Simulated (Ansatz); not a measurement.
**What a change does: single-point calculation on Ga3N**

System: Ga3N (4 atoms in the cell).
Method of run A: DFT PBE, scalar-relativistic, plane waves, PAW, spin-polarised (Ansatz 0.2.0).

The structure was made by swapping elements on the sites of another compound; it need not be a known phase. Text and figures count atoms from 1; the logs count them from 0 in places.

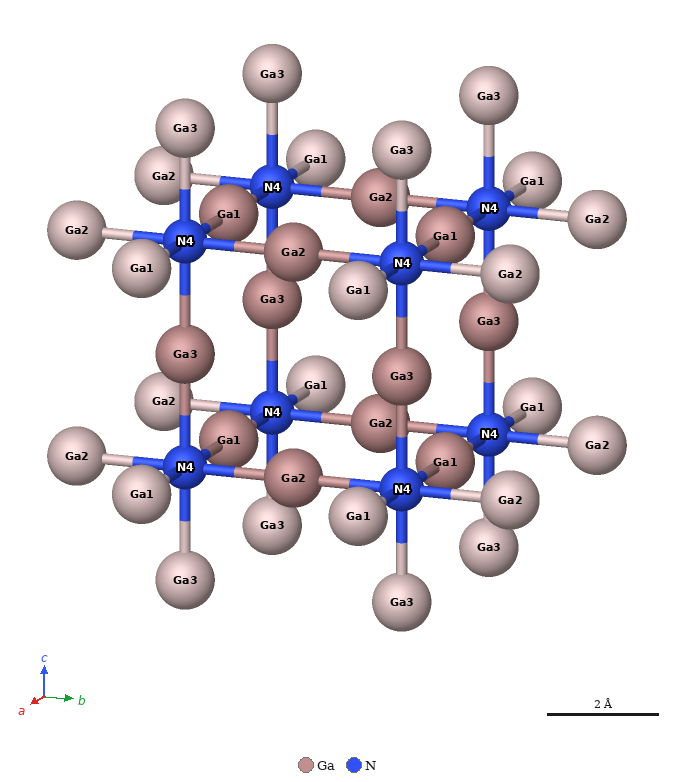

Figure 1. The input geometry (ball-and-stick view of the cell of the calculation, seen slightly off an axis; neighbours outside the cell are drawn fainter; atoms are numbered from 1 in the order of the input).

## Input file, run A
```yaml
crystal:
  lattice:
    - [4.2266666887, 0.0, 0.0]
    - [0.0, 4.2266666887, 0.0]
    - [0.0, 0.0, 4.2266666887]
  atoms:
    - { symbol: Ga, position: [0.5, 0.0, 0.0] }
    - { symbol: Ga, position: [0.0, 0.5, 0.0] }
    - { symbol: Ga, position: [0.0, 0.0, 0.5] }
    - { symbol: "N", position: [0.0, 0.0, 0.0], spin: 1.0 }
basis:
  ecutwfc: 420
kpoints:
  mp_grid: { grid: [4, 4, 4] }
hamiltonian:
  xc: pbe
scf:
  occupations: { method: gaussian, width: 0.1 }
  lower_state_search: "off"
output:
  forces: true
  stress: true
  eigenvalues: true
  populations: true
magnetization:
  spin_polarized: true
```

Command:
```bash
ansatz run input.yaml --threads 1 --pin off --max-ram 2560MiB --backend cpu --events-out ev --progress --plain --runs-dir out
```

Hardware: 1 thread of Intel Xeon (Granite Rapids), 192 GiB of memory available, shared host.

## Output, shortened to warnings, some set-up lines, iterations and results (run A)
```
WARN: the starting moments were not kept: the SCF closed with an absolute magnetisation of 2.4e-6 μB, where they sum to 1 μB in size (1 site). That is at most 0.1 of that sum. Measured as dr2_m measures the in/out step, that magnetisation stands 5.3e-13 eV from none, at or under the dr2_threshold of 1.0e-7 eV: it is no larger than a step whose dr2_m would equal this threshold. The system may hold …
Basis set: ecut = 420 eV, 1419 PW (Γ), exchange–correlation on 60×60×60 points (8 copies of the dense FFT grid, shifted against one another)
Symmetry: 48 space group operations
k-points: 10 of 64
Initial density: superposition of atomic densities (chi_scale 0.1, normalization cell, long waves kept (reshape's long-wave potential 0.03 eV rms))
[...]
SCF iter   1: F=—  HF=-11729.782562 eV  |F-HF|=—  |Δ(HF+E_count)|=         —  Δρ=4.17e-2 (↑2.19e-2 ↓4.17e-2)  dr2=1.71e0  dr2_m=2.82e-1  M=0.127 μB ∫|m|=0.324 μB  β_m=0.30  …
SCF iter   2: F=—  HF=-11729.585982 eV  |F-HF|=—  |Δ(HF+E_count)|=   1.97e-1  Δρ=2.55e-2 (↑1.77e-2 ↓2.55e-2)  dr2=4.51e-1  dr2_m=1.70e-1  M=0.095 μB ∫|m|=0.265 μB  β_m=0.30  …
SCF iter   3: F=—  HF=-11729.532554 eV  |F-HF|=—  |Δ(HF+E_count)|=   5.34e-2  Δρ=1.51e-2 (↑1.51e-2 ↓1.21e-2)  dr2=5.41e-2  dr2_m=9.89e-2  M=0.104 μB ∫|m|=0.213 μB  β_m=0.30  …
SCF iter   4: F=—  HF=-11729.544551 eV  |F-HF|=—  |Δ(HF+E_count)|=   1.20e-2  Δρ=9.33e-3 (↑9.17e-3 ↓9.33e-3)  dr2=3.21e-3  dr2_m=5.85e-2  M=0.096 μB ∫|m|=0.176 μB  β_m=0.30  …
SCF iter   5: F=—  HF=-11729.561873 eV  |F-HF|=—  |Δ(HF+E_count)|=   1.73e-2  Δρ=7.24e-3 (↑7.24e-3 ↓7.22e-3)  dr2=1.42e-3  dr2_m=3.55e-2  M=0.094 μB ∫|m|=0.151 μB  β_m=0.30  …
[... 7 lines ...]
SCF iter  13: F=-11729.589388 eV  HF=-11729.589388 eV  |F-HF|=1.26e-8  |Δ(HF+E_count)|=   1.63e-7  Δρ=4.81e-6 (↑3.41e-6 ↓4.81e-6)  dr2=1.26e-8  dr2_m=9.25e-9  M=0.000 μB …
SCF iter  14: F=-11729.589388 eV  HF=-11729.589388 eV  |F-HF|=5.80e-9  |Δ(HF+E_count)|=   4.39e-8  Δρ=2.31e-6 (↑1.17e-6 ↓2.31e-6)  dr2=4.14e-9  dr2_m=1.31e-9  M=0.000 μB …
SCF iter  15: F=-11729.589388 eV  HF=-11729.589388 eV  |F-HF|=6.15e-10  |Δ(HF+E_count)|=   1.69e-9  Δρ=4.19e-7 (↑4.18e-7 ↓4.19e-7)  dr2=7.03e-11  dr2_m=1.06e-10  M=0.000 μB …
SCF iter  16: F=-11729.589388 eV  HF=-11729.589388 eV  |F-HF|=1.09e-11  |Δ(HF+E_count)|=  9.50e-10  Δρ=7.36e-8 (↑7.36e-8 ↓5.43e-8)  dr2=3.18e-12  dr2_m=2.27e-12  M=-0.000 μB …
SCF 1 converged in 16 iterations: F = -11729.589388 eV  dr2 = 3.18e-12
SCF converged after 16 iterations
Magnetization: -0.0000 μB (22.0000 up, 22.0000 down)
Absolute magnetization: 0.0000 μB (∫|ρ↑−ρ↓|, with the PAW one-centre terms)
Spin contamination: 0.0000 ħ² per cell (⟨S²⟩ above its minimum at these occupations)
Per-site moments (μB) at R_I (Å): [(-1.5644642285272392e-7, 0.8717500045443749), (-1.5644642293744817e-7, 0.8717500045443749), (-1.564464228075218e-7, 0.8717500045443749), (-3.749130403065507e-7, 0.8717500045443749)]
Free energy (F): -11729.589388 eV
Harris-Foulkes:  -11729.589388 eV  (|F-HF|=1.09e-11)
Internal energy: -11729.579538 eV  (E = F + TS)
E sigma→0 (E₀):  -11729.584463 eV
Entropy (-TS):   -0.009850 eV (-2.462 meV/atom)
Fermi energy:    7.280846 eV
--- Per-component energies (eV) ---
  E_band       = -201.044582
  E_kinetic    = 473.019502
  E_local      = -6551.194834  (includes V_loc(G=0)·N_el)
  E_nonlocal   = 1319.088686
  E_hartree    = 3025.587964
  E_xc         = -265.946182
  E_vxc        = -247.917670  (∫ρ·V_xc dr)
  E_paw        = -6089.001133  (= ΣΔE_a)
  E_vpaw       = -1245.215896  (= ΣTr[D̂ρ^β])
  E_aug_tail   = -0.000325  (compensation charges beyond the density's cutoff)
  E_ewald      = -3641.133216
  E_smearing   = -0.009850  (= −TS)
  E_closure    = 0.000000  (closes the sum)
  Σ components = -11729.589388   (vs F -11729.589388, Δ=0.00e0)
--- Forces (eV/Å), atoms counted from 1 ---
  atom   1  Ga     0.00000000    -0.00000000     0.00000000
  atom   2  Ga     0.00000000     0.00000000     0.00000000
  atom   3  Ga     0.00000000    -0.00000000    -0.00000000
  atom   4  N     -0.00000000     0.00000000    -0.00000000
  max |Σ_I F_I| component: 3.30e-29 eV/Å
--- Stress (GPa, compression-positive) ---
        5.464486      -0.000000       0.000000
        0.000000       5.464486       0.000000
        0.000000       0.000000       5.464486
  P = ⅓ Tr σ = 5.4645 GPa (54.645 kbar)
--- Löwdin populations: 4 sites ---
  site symbol       q [e]    m [muB]
     0     Ga     12.7341    -0.0000
     1     Ga     12.7341    -0.0000
     2     Ga     12.7341    -0.0000
     3      N      5.6885    -0.0000
  spilling = 0.002484 (of n_electrons = 44.000000)
```

The input of run B differs as follows (lines with − go, lines with + come):
```diff
-    - { symbol: "N", position: [0.0, 0.0, 0.0], spin: 1.0 }
+    - { symbol: "N", position: [0.0, 0.0, 0.0] }
-  populations: true
-magnetization:
-  spin_polarized: true
```

How does run B compare with run A?

The energy is the same within 0.01 meV per atom. The SCF takes 6 iterations against 16. The two runs start from different initial densities, which also moves the count.

## Output, shortened to warnings, some set-up lines, iterations and results (run B)
```
Basis set: ecut = 420 eV, 1419 PW (Γ), exchange–correlation on 60×60×60 points (8 copies of the dense FFT grid, shifted against one another)
Symmetry: 48 space group operations
k-points: 10 of 64
Initial density: superposition of atomic densities (neutral atoms: chi_scale 0, normalization atom), corrected by the library's trained network
[...]
SCF iter   1: F=—  HF=-11729.590815 eV  |F-HF|=—  |Δ(HF+E_count)|=         —  Δρ=5.14e-3  dr2=1.20e-2  ethr=1.77e-3  ⟨swp⟩=5.7  Hψ=1006  notcnv=0
SCF iter   2: F=—  HF=-11729.591562 eV  |F-HF|=—  |Δ(HF+E_count)|=   7.46e-4  Δρ=2.80e-3  dr2=2.92e-3  ethr=2.72e-5  ⟨swp⟩=2.0  Hψ=590  notcnv=0  defer=3
SCF iter   3: F=—  HF=-11729.589937 eV  |F-HF|=—  |Δ(HF+E_count)|=   1.62e-3  Δρ=1.01e-3  dr2=5.53e-4  ethr=6.63e-6  ⟨swp⟩=2.0  Hψ=480  notcnv=0  defer=3
SCF iter   4: F=—  HF=-11729.589429 eV  |F-HF|=—  |Δ(HF+E_count)|=   5.08e-4  Δρ=2.74e-4  dr2=5.38e-5  ethr=1.26e-6  ⟨swp⟩=2.0  Hψ=461  notcnv=0  defer=3
SCF iter   5: F=—  HF=-11729.589388 eV  |F-HF|=—  |Δ(HF+E_count)|=   4.16e-5  Δρ=4.17e-5  dr2=1.21e-6  ethr=1.22e-7  ⟨swp⟩=2.0  Hψ=480  notcnv=0  defer=3
SCF iter   6: F=-11729.589388 eV  HF=-11729.589388 eV  |F-HF|=1.08e-9  |Δ(HF+E_count)|=   9.65e-8  Δρ=4.36e-6  dr2=1.51e-8  ethr=2.27e-10  ⟨swp⟩=5.8  Hψ=1336  notcnv=0
SCF 1 converged in 6 iterations: F = -11729.589388 eV  dr2 = 1.51e-8
SCF converged after 6 iterations
Free energy (F): -11729.589388 eV
Harris-Foulkes:  -11729.589388 eV  (|F-HF|=1.08e-9)
Internal energy: -11729.579538 eV  (E = F + TS)
E sigma→0 (E₀):  -11729.584463 eV
Entropy (-TS):   -0.009850 eV (-2.462 meV/atom)
Fermi energy:    7.280830 eV
--- Per-component energies (eV) ---
  E_band       = -201.041730
  E_kinetic    = 473.019989
  E_local      = -6551.190740  (includes V_loc(G=0)·N_el)
  E_nonlocal   = 1319.089113
  E_hartree    = 3025.584214
  E_xc         = -265.946378
  E_vxc        = -247.917936  (∫ρ·V_xc dr)
  E_paw        = -6089.002194  (= ΣΔE_a)
  E_vpaw       = -1245.214280  (= ΣTr[D̂ρ^β])
  E_aug_tail   = -0.000325  (compensation charges beyond the density's cutoff)
  E_ewald      = -3641.133216
  E_smearing   = -0.009850  (= −TS)
  E_closure    = -0.000000  (closes the sum)
  Σ components = -11729.589388   (vs F -11729.589388, Δ=0.00e0)
--- Forces (eV/Å), atoms counted from 1 ---
  atom   1  Ga     0.00000000    -0.00000000     0.00000000
  atom   2  Ga     0.00000000    -0.00000000    -0.00000000
  atom   3  Ga     0.00000000    -0.00000000     0.00000000
  atom   4  N     -0.00000000     0.00000000    -0.00000000
  max |Σ_I F_I| component: 2.11e-29 eV/Å
--- Stress (GPa, compression-positive) ---
        5.464510      -0.000000       0.000000
       -0.000000       5.464510       0.000000
        0.000000       0.000000       5.464510
  P = ⅓ Tr σ = 5.4645 GPa (54.645 kbar)
```

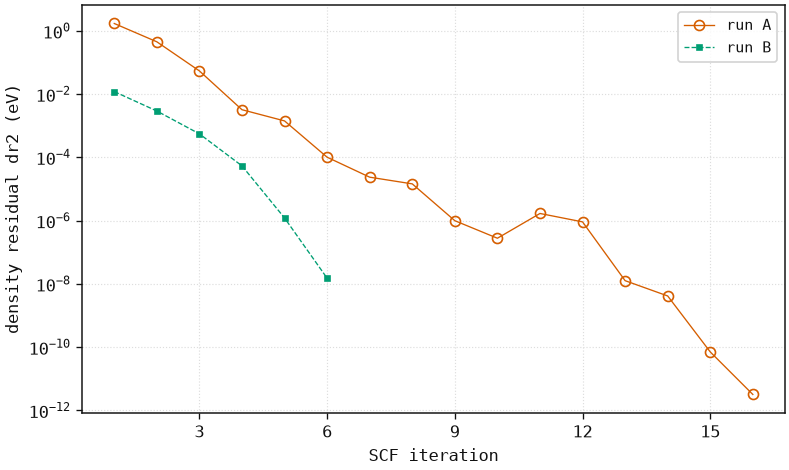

Figure 2. Convergence of the two runs: density residual dr2 against the SCF iteration. Run A takes 16 iterations in all, and run B takes 6.

## The two runs side by side

| quantity | run A | run B |
| --- | --- | --- |
| outcome | converged | converged |
| free energy per atom (eV) | −2932.3973 | −2932.3973 |
| energy per atom, smearing taken to zero (eV) | −2932.3961 | −2932.3961 |
| gap on the mesh (eV) | 0.00 | 0.00 |
| net moment of the cell (μB) | 0.00 | – |
| absolute moment of the cell (μB) | 0.00 | – |
| pressure (GPa) | 5.46 | 5.46 |
| largest force (eV/Å) | 0.000 | 0.000 |
| SCF iterations | 16 | 6 |
| irreducible k-points | 10 | 10 |
| plane waves at Γ | 1419 | 1419 |
| wall time (shared host) | 2.5 s | 0.78 s |

For both runs: The cell is under a pressure of 5.5 GPa at this level, so it is not at its equilibrium volume. For run A: Warnings: some starting moments were not kept.
